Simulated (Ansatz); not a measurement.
Consider SiC (interface cell).

```xyz
24
Lattice="3.0969 0.0000 0.0000 -1.5485 2.6820 0.0000 0.0000 0.0000 30.3556" Properties=species:S:1:pos:R:3 pbc="T T T"
C     1.5485    0.8940    1.5843
Si    0.0000    1.7880    0.9489
Si    1.5485    0.8940    3.4812
C     0.0000    0.0000    4.1120
Si    0.0000    0.0000    6.0095
C     1.5485    0.8940    9.1692
C     0.0000    1.7880    6.6406
Si    0.0000    1.7880    8.5381
Si    1.5485    0.8940   11.0667
C     0.0000    0.0000   11.6981
Si    0.0000    0.0000   13.5954
C     0.0000    1.7880   14.2240
Si    1.5485    0.8940   28.7726
C     0.0000    1.7880   29.4018
C     1.5485    0.8940   26.8756
Si    0.0000    0.0000   26.2442
C     0.0000    0.0000   24.3467
Si    1.5485    0.8940   21.1870
Si    0.0000    1.7880   23.7156
C     0.0000    1.7880   21.8181
C     1.5485    0.8940   19.2895
Si    0.0000    0.0000   18.6590
C     0.0000    0.0000   16.7618
Si    0.0000    1.7880   16.1270
```

The calculation used Ansatz, DFT PBE, scalar-relativistic, plane waves, PAW.

Q: What will maps of the valence pseudo-density and electron localisation function show?

A: Si–C (1.90 Å): ρ at the midpoint is about 0.87 e/Å³; the ELF peaks at about 0.95 between the atoms (a shared electron pair).

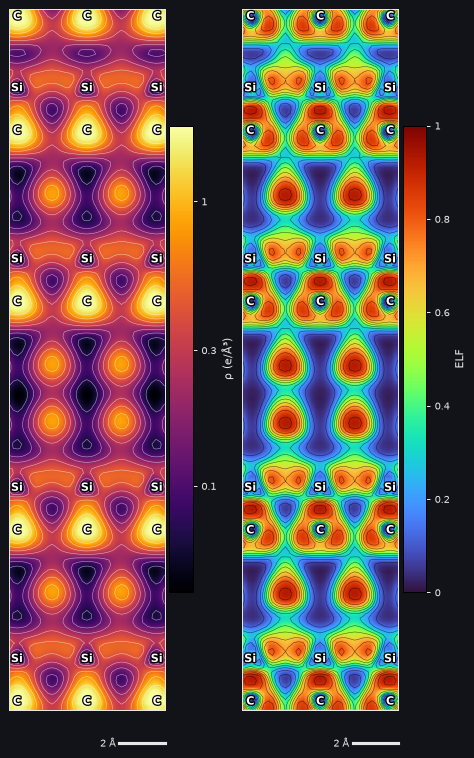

Computed valence pseudo-density and electron localisation function on the (100) plane of the calculation cell, in this order. Atoms just off the plane (Si, 0.9 Å away and C, 0.9 Å away) can leave unmarked features too.

In a PAW calculation such maps are meaningful between the atoms, not at the nuclei.
